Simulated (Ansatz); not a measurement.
**Two runs on NaCl**

System: NaCl (2 atoms in the cell).
Method of run A: Kohn-Sham DFT of a periodic cell, revPBE, Ansatz PAW, no spin polarisation (Ansatz 0.2.0).

The structure derives from a Materials Project entry. Text and figures count atoms from 1; the logs count them from 0 in places.

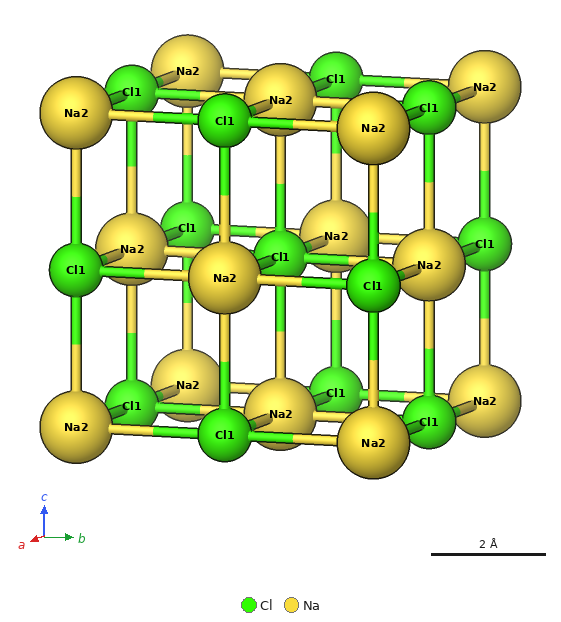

The structure as given in the input (ball-and-stick view of the cell 4 times as large as that of the calculation, set on its symmetry axes, seen slightly off an axis; atoms are numbered from 1 in the order of the input).

Input file, run A:
```yaml
crystal:
  lattice:
    - [0.0, 2.7940632177, 2.7940632177]
    - [2.7940632177, 0.0, 2.7940632177]
    - [2.7940632177, 2.7940632177, 0.0]
  atoms:
    - { symbol: Cl, position: [0.5, 0.5, 0.5] }
    - { symbol: Na, position: [0.0, 0.0, 0.0] }
hamiltonian:
  xc: revpbe
  pseudopotentials: { kind: paw }
kpoints:
  mp_grid: { grid: [8, 8, 8] }
scf:
  occupations: { method: fermi_dirac, width: 0.05 }
output:
  forces: true
  stress: true
relax:
  f_tol: 0.01
  max_steps: 40
  cell: { stress_tol: 0.05 }
```

Command:
```bash
ansatz run input.yaml --threads 2 --pin off --max-ram 5632MiB --backend cpu --events-out ev --progress --plain --runs-dir out
```

Hardware: 2 threads of Arm Neoverse V1, 24 GiB of memory available, shared host.

Output, shortened to warnings, some set-up lines, iterations and results (run A):
```
Basis set: ecut = 420 eV, 869 PW (Γ), exchange–correlation on 54×54×54 points (8 copies of the dense FFT grid, shifted against one another)
Symmetry: 48 space group operations
k-points: 29 of 512
Initial density: superposition of atomic densities (neutral atoms: chi_scale 0, normalization atom), corrected by the library's trained network
[...]
SCF iter   1: F=—  HF=-2574.164510 eV  |F-HF|=—  |Δ(HF+E_count)|=         —  Δρ=3.66e-3  dr2=6.84e-3  ethr=1.77e-3  ⟨swp⟩=5.8  Hψ=2054  notcnv=0
SCF iter   2: F=—  HF=-2574.163737 eV  |F-HF|=—  |Δ(HF+E_count)|=   7.74e-4  Δρ=1.56e-3  dr2=8.39e-4  ethr=4.28e-5  ⟨swp⟩=2.9  Hψ=836  notcnv=0
SCF iter   3: F=—  HF=-2574.163498 eV  |F-HF|=—  |Δ(HF+E_count)|=   2.38e-4  Δρ=5.94e-4  dr2=8.35e-5  ethr=5.24e-6  ⟨swp⟩=2.0  Hψ=425  notcnv=0
SCF iter   4: F=—  HF=-2574.163562 eV  |F-HF|=—  |Δ(HF+E_count)|=   6.37e-5  Δρ=1.29e-4  dr2=9.93e-6  ethr=5.22e-7  ⟨swp⟩=2.0  Hψ=460  notcnv=0
SCF iter   5: F=—  HF=-2574.163561 eV  |F-HF|=—  |Δ(HF+E_count)|=   7.35e-7  Δρ=3.61e-5  dr2=9.70e-7  ethr=6.21e-8  ⟨swp⟩=2.2  Hψ=463  notcnv=0
[... 29 lines ...]
SCF iter   6: F=—  HF=-2574.216081 eV  |F-HF|=—  |Δ(HF+E_count)|=   3.12e-8  Δρ=4.75e-7  dr2=1.08e-10  ethr=2.23e-11  ⟨swp⟩=2.0  Hψ=551  notcnv=0
SCF iter   7: F=—  HF=-2574.216081 eV  |F-HF|=—  |Δ(HF+E_count)|=   1.43e-9  Δρ=2.52e-7  dr2=5.57e-11  ethr=1.00e-12  ⟨swp⟩=6.0  Hψ=1388  notcnv=0
SCF iter   8: F=-2574.216081 eV  HF=-2574.216081 eV  |F-HF|=1.36e-12  |Δ(HF+E_count)|=  3.00e-11  Δρ=8.91e-8  dr2=7.36e-12  ethr=1.00e-12  ⟨swp⟩=4.0  Hψ=1409  notcnv=0
SCF 5 converged in 8 iterations: F = -2574.216081 eV  dr2 = 7.36e-12
relax step   5: F+E_penalty+E_count = -2574.21608071 eV  Δ(F+E_penalty+E_count) = -1.986e-4 eV  max|allowed force component| = 1.882e-30 eV/Å  Δτ_max = 0.0000 Å  P = +0.020 …
basis re-selected at this cell: Δ(F+E_penalty+E_count) = -1.986e-4 eV, ΔP = +0.008 GPa vs the last step (what re-selecting the basis moved, of the pressure what is left beyond the Pulay correction that the steps carried, after the strain that the cell walked since its last selection, with what the …
SCF converged after 8 iterations
Free energy (F): -2574.216081 eV
Harris-Foulkes:  -2574.216081 eV  (|F-HF|=1.36e-12)
Internal energy: -2574.216081 eV  (E = F + TS)
E sigma→0 (E₀):  -2574.216081 eV
Fermi energy:    3.130802 eV
--- Per-component energies (eV) ---
  E_band       = -244.707519
  E_kinetic    = 282.653463
  E_local      = -1577.096675  (includes V_loc(G=0)·N_el)
  E_nonlocal   = 142.788869
  E_hartree    = 558.110267
  E_xc         = -147.528819
  E_vxc        = -173.285444  (∫ρ·V_xc dr)
  E_paw        = -926.534375  (= ΣΔE_a)
  E_vpaw       = -35.988340  (= ΣTr[D̂ρ^β])
  E_aug_tail   = 0.000040  (compensation charges beyond the density's cutoff)
  E_ewald      = -906.559664
  E_core_change = -0.049187  (= ΣΔE_core)
  E_smearing   = -0.000000  (= −TS)
  E_closure    = -0.000000  (closes the sum)
  Σ components = -2574.216081   (vs F -2574.216081, Δ=0.00e0)
--- Forces (eV/Å), atoms counted from 1 ---
  atom   1  Cl     0.00000000    -0.00000000     0.00000000
  atom   2  Na    -0.00000000     0.00000000    -0.00000000
  max |Σ_I F_I| component: 3.60e-30 eV/Å
--- Stress (GPa, compression-positive) ---
        0.019981      -0.000000      -0.000000
       -0.000000       0.019981      -0.000000
       -0.000000      -0.000000       0.019981
  P = ⅓ Tr σ = 0.0200 GPa (0.200 kbar)
--- Relaxed structure (4 steps of the walk, 4 accepted, 1 SCFs on fresh bases) ---
  F+E_penalty+E_count = -2574.21608071 eV   max|allowed force component| = 1.882e-30 eV/Å   (the final SCF, on the basis selected at the relaxed cell)
  cell:  # Å, volume = 49.3889 Å³
    - [1.165566352524866e-33, 2.912056862992135, 2.912056862992135]
    - [2.912056862992135, -5.668601386596343e-34, 2.912056862992135]
    - [2.912056862992135, 2.912056862992135, -9.68120686250162e-34]
  atoms:
    - { symbol: Cl, position: [0.5, 0.5, 0.5] }
[...]
```

Run B used a changed input.

The two runs side by side:

```csv
quantity,run A,run B
outcome,converged,converged
free energy per atom (eV),−1287.1080,−1288.8962
pressure (GPa),0.02,0.01
volume per atom (Å³),24.69,23.89
largest force (eV/Å),0.000,0.000
SCF iterations,29,28
irreducible k-points,29,29
wall time (shared host),2.7 s,2.6 s
```

Which change of the input explains these differences?

The change (lines with − go, lines with + come):
```diff
-  xc: revpbe
+  xc: blyp
```

The total energies belong to different methods, so their difference says nothing on which is more stable or more accurate. The volume per atom goes from 24.69 to 23.89 Å³. The functional changes from revPBE to BLYP. The SCF takes 28 iterations over all geometry steps against 29.

Output, shortened to warnings, some set-up lines, iterations and results (run B):
```
Basis set: ecut = 420 eV, 869 PW (Γ), exchange–correlation on 54×54×54 points (8 copies of the dense FFT grid, shifted against one another)
Symmetry: 48 space group operations
k-points: 29 of 512
Initial density: superposition of atomic densities (neutral atoms: chi_scale 0, normalization atom), corrected by the library's trained network
[...]
SCF iter   1: F=—  HF=-2577.764990 eV  |F-HF|=—  |Δ(HF+E_count)|=         —  Δρ=4.93e-3  dr2=1.11e-2  ethr=1.77e-3  ⟨swp⟩=5.8  Hψ=2057  notcnv=0
SCF iter   2: F=—  HF=-2577.763235 eV  |F-HF|=—  |Δ(HF+E_count)|=   1.76e-3  Δρ=1.69e-3  dr2=1.76e-3  ethr=6.93e-5  ⟨swp⟩=2.0  Hψ=809  notcnv=0
SCF iter   3: F=—  HF=-2577.762656 eV  |F-HF|=—  |Δ(HF+E_count)|=   5.79e-4  Δρ=7.58e-4  dr2=1.71e-4  ethr=1.10e-5  ⟨swp⟩=2.0  Hψ=422  notcnv=0
SCF iter   4: F=—  HF=-2577.762641 eV  |F-HF|=—  |Δ(HF+E_count)|=   1.45e-5  Δρ=3.50e-4  dr2=7.09e-5  ethr=1.07e-6  ⟨swp⟩=2.2  Hψ=484  notcnv=0
SCF iter   5: F=—  HF=-2577.762673 eV  |F-HF|=—  |Δ(HF+E_count)|=   3.16e-5  Δρ=1.82e-4  dr2=2.10e-5  ethr=4.43e-7  ⟨swp⟩=1.2  Hψ=366  notcnv=0
[... 28 lines ...]
SCF iter   5: F=—  HF=-2577.792323 eV  |F-HF|=—  |Δ(HF+E_count)|=   4.62e-7  Δρ=1.15e-6  dr2=5.12e-10  ethr=6.14e-11  ⟨swp⟩=2.0  Hψ=551  notcnv=0
SCF iter   6: F=—  HF=-2577.792323 eV  |F-HF|=—  |Δ(HF+E_count)|=   1.57e-9  Δρ=3.77e-7  dr2=8.93e-11  ethr=3.20e-12  ⟨swp⟩=2.1  Hψ=473  notcnv=0
SCF iter   7: F=-2577.792323 eV  HF=-2577.792323 eV  |F-HF|=2.27e-12  |Δ(HF+E_count)|=  1.45e-10  Δρ=8.29e-8  dr2=4.28e-12  ethr=1.00e-12  ⟨swp⟩=5.0  Hψ=1274  notcnv=0
SCF 5 converged in 7 iterations: F = -2577.792323 eV  dr2 = 4.28e-12
relax step   5: F+E_penalty+E_count = -2577.79232259 eV  Δ(F+E_penalty+E_count) = -1.799e-4 eV  max|allowed force component| = 1.680e-30 eV/Å  Δτ_max = 0.0000 Å  P = +0.012 …
basis re-selected at this cell: Δ(F+E_penalty+E_count) = -1.799e-4 eV, ΔP = +0.007 GPa vs the last step (what re-selecting the basis moved, of the pressure what is left beyond the Pulay correction that the steps carried, after the strain that the cell walked since its last selection, with what the …
SCF converged after 7 iterations
Free energy (F): -2577.792323 eV
Harris-Foulkes:  -2577.792323 eV  (|F-HF|=2.27e-12)
Internal energy: -2577.792323 eV  (E = F + TS)
E sigma→0 (E₀):  -2577.792323 eV
Fermi energy:    3.441001 eV
--- Per-component energies (eV) ---
  E_band       = -239.999185
  E_kinetic    = 282.923705
  E_local      = -1560.225812  (includes V_loc(G=0)·N_el)
  E_nonlocal   = 142.554637
  E_hartree    = 551.380546
  E_xc         = -145.381986
  E_vxc        = -170.609366  (∫ρ·V_xc dr)
  E_paw        = -932.431850  (= ΣΔE_a)
  E_vpaw       = -37.403518  (= ΣTr[D̂ρ^β])
  E_aug_tail   = 0.000051  (compensation charges beyond the density's cutoff)
  E_ewald      = -916.632630
  E_core_change = 0.021017  (= ΣΔE_core)
  E_smearing   = -0.000000  (= −TS)
  E_closure    = -0.000000  (closes the sum)
  Σ components = -2577.792323   (vs F -2577.792323, Δ=0.00e0)
--- Forces (eV/Å), atoms counted from 1 ---
  atom   1  Cl     0.00000000    -0.00000000    -0.00000000
  atom   2  Na    -0.00000000     0.00000000     0.00000000
  max |Σ_I F_I| component: 3.21e-30 eV/Å
--- Stress (GPa, compression-positive) ---
        0.011796      -0.000000      -0.000000
       -0.000000       0.011796      -0.000000
       -0.000000      -0.000000       0.011796
  P = ⅓ Tr σ = 0.0118 GPa (0.118 kbar)
--- Relaxed structure (4 steps of the walk, 4 accepted, 1 SCFs on fresh bases) ---
  F+E_penalty+E_count = -2577.79232259 eV   max|allowed force component| = 1.680e-30 eV/Å   (the final SCF, on the basis selected at the relaxed cell)
  cell:  # Å, volume = 47.7785 Å³
    - [-1.2993198683883753e-33, 2.8800559828942216, 2.8800559828942216]
    - [2.8800559828942216, -4.84060343125081e-34, 2.8800559828942216]
    - [2.8800559828942216, 2.8800559828942216, 3.3119918213821335e-34]
  atoms:
[...]
```

For both runs: Points of doubt noted for this run: forces on files of another functional.
